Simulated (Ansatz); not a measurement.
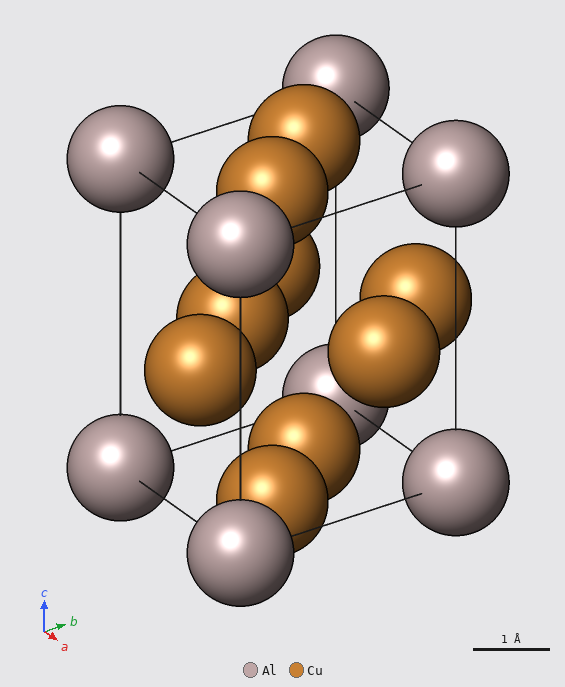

Spheres-only representation of a periodic structure, projected slightly off an axis. Thin lines show the conventional unit cell, with boundary atoms drawn in all their periodic places. Cell: a = 4.49 Å, b = 4.49 Å, c = 4.23 Å, α = 90.00°, β = 90.00°, γ = 120.00°.

The cell started as a structure type filled with these elements by a generator (whether the compound takes this form wasn't checked). Earlier steps of the study, as a rule a relaxation of our own, may have changed the cell and positions, so they can lie some per cent off the listed ones. It went into a calculation with Ansatz.

### Characterise what is shown.

The material is AlCu$_{5}$. Space group: P-62m (No. 189). Lattice: primitive hexagonal. Cell content 1 Al, 5 Cu; Z = 1. Al is linked to twelve Cu in an anticuboctahedral arrangement at about 2.6 Å. Cu takes two kinds of site: 3g with ten Cu and two Al in an anticuboctahedral arrangement (about 2.6 Å to Cu, 2.6 Å to Al); 2c with nine Cu and three Al in an anticuboctahedral arrangement (about 2.6 Å to Cu, 2.6 Å to Al).

Electronic-structure method: DFT PBE, scalar-relativistic, plane waves, PAW in Ansatz. Parameters: plane waves up to 420 eV, 12×12×10 k-points, Gaussian smearing of 0.1 eV, no spin polarisation.

### What is the electronic character?

A metal: bands cross the Fermi level.

### How are the electrons shared out in a Bader analysis?

Al +1.44 e; Cu -0.37 to -0.23 e.

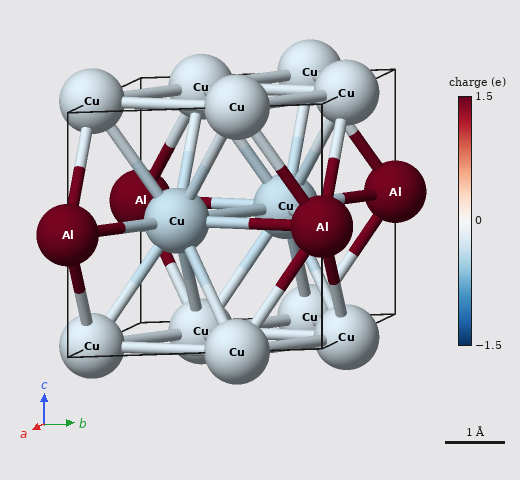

The atoms coloured by those charges. The run's cell of 6 atoms is drawn, so axes and origin can differ from the first picture.

### Is this the optimised geometry for these settings?

Yes. All forces vanish to within 0.01 eV/Å. The pressure is 0.0 GPa, close to zero.
